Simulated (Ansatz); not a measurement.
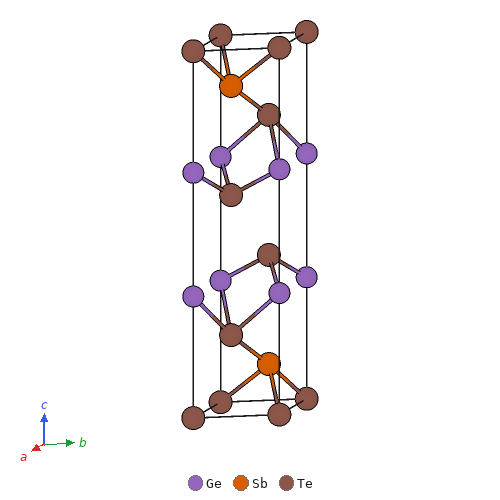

The system is Ge₂Sb₂Te₅ (P-3m1, No. 164; 9 atoms in the cell); the picture shows the reference structure. The energy is mapped over the lattice constants a and c of the conventional cell. The first coordinate is: lattice constant a (and b); the second: lattice constant c. Nothing is relaxed (fractional coordinates fixed). The grid has 7 × 7 points. Points are written as (first, second). Energies are in meV/atom, from the lowest grid point. The band gap closes in part of the range. The calculation used DFT PBE, scalar-relativistic, plane waves, PAW (Ansatz). Settings: cutoff 420 eV, k-mesh 9×9×2 in the order of the run's cell vectors, gaussian smearing 0.03 eV, no spin polarisation.

Its coordinates:

```yaml
crystal:
  lattice:
    - [4.26295, 0.00000, 0.00000]
    - [-2.13147, 3.69182, 0.00000]
    - [0.00000, 0.00000, 18.09760]
  atoms:
    - { symbol: Ge, position: [0.00000, 0.00000, 0.33132] }
    - { symbol: Ge, position: [0.00000, 0.00000, 0.66868] }
    - { symbol: Sb, position: [0.33333, 0.66667, 0.11210] }
    - { symbol: Sb, position: [0.66667, 0.33333, 0.88790] }
    - { symbol: Te, position: [0.00000, 0.00000, 0.00000] }
    - { symbol: Te, position: [0.33333, 0.66667, 0.79143] }
    - { symbol: Te, position: [0.66667, 0.33333, 0.20857] }
    - { symbol: Te, position: [0.33333, 0.66667, 0.40960] }
    - { symbol: Te, position: [0.66667, 0.33333, 0.59040] }
```

The input of one point:

```yaml
crystal:
  lattice:
    - [4.2629490295, 0.0, 0.0]
    - [-2.1314745147, 3.6918221546, 0.0]
    - [0.0, 0.0, 18.0976006795]
  atoms:
    - { symbol: Ge, position: [0.0, 0.0, 0.3313200918] }
    - { symbol: Ge, position: [0.0, 0.0, 0.6686799082] }
    - { symbol: Sb, position: [0.3333333333, 0.6666666667, 0.1120971408] }
    - { symbol: Sb, position: [0.6666666667, 0.3333333333, 0.8879028592] }
    - { symbol: Te, position: [0.0, 0.0, 0.0] }
    - { symbol: Te, position: [0.3333333333, 0.6666666667, 0.7914345914] }
    - { symbol: Te, position: [0.6666666667, 0.3333333333, 0.2085654086] }
    - { symbol: Te, position: [0.3333333333, 0.6666666667, 0.4096023866] }
    - { symbol: Te, position: [0.6666666667, 0.3333333333, 0.5903976134] }
basis:
  ecutwfc: 420
kpoints:
  mp_grid: { grid: [9, 9, 2] }
hamiltonian:
  xc: pbe
scf:
  occupations: { method: gaussian, width: 0.03 }
output:
  forces: true
  stress: true
  eigenvalues: true
```

Range: lattice constant a (and b) from 4.050 to 4.476 Å; lattice constant c from 15.93 to 20.27 Å.

What landscape does the calculation give?

Answer. The lowest grid point is at (4.263 Å, 18.10 Å). No other kind of well shows on this grid. The highest grid point, (4.050 Å, 15.93 Å), lies 293 meV/atom above the lowest. Round the minimum the valley is strongly tilted: raising lattice constant a (and b) shifts the best value of lattice constant c downwards (coupling k₁₂/√(k₁₁k₂₂) about 0.6).

| lattice constant c ↓, lattice constant a (and b) → | 4.050 | 4.121 | 4.192 | 4.263 | 4.334 | 4.405 | 4.476 |
| --- | --- | --- | --- | --- | --- | --- | --- |
| 20.27 | 61 | 57 | 64 | 80 | 105 | 137 | 176 |
| 19.55 | 40 | 28 | 27 | 37 | 57 | 85 | 120 |
| 18.82 | 38 | 16 | 7 | 10 | 23 | 46 | 76 |
| 18.10 | 59 | 25 | 6 | 0 | 6 | 22 | 47 |
| 17.37 | 106 | 58 | 27 | 11 | 7 | 15 | 32 |
| 16.65 | 182 | 119 | 74 | 45 | 30 | 27 | 36 |
| 15.93 | 293 | 211 | 150 | 105 | 77 | 62 | 59 |

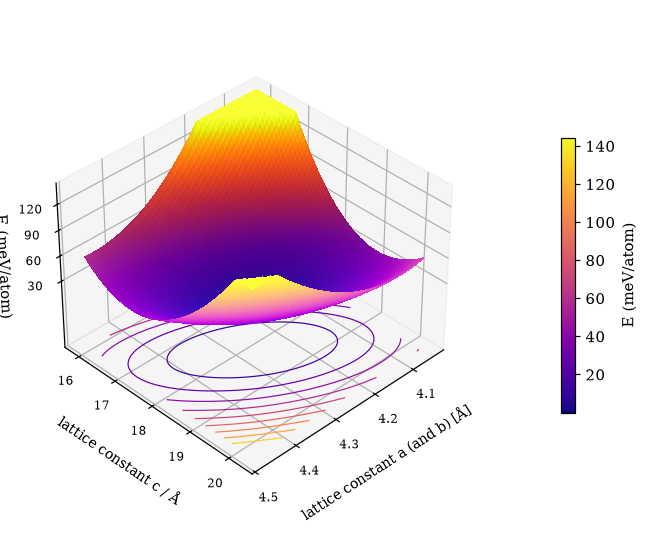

The picture shows a relief with its contours projected below, any walls above the top of the colour scale cut off. Between grid points the surface is interpolated.

Each point was launched as `ansatz run input.yaml --threads 2 --pin off --max-ram 4096MiB --backend cpu --events-out ev --progress --plain --runs-dir out`. Time for the 49 points that were run: 6.3 min on 2 threads of Intel(R) Xeon(R) 6975P-C (Granite Rapids), on a shared host.
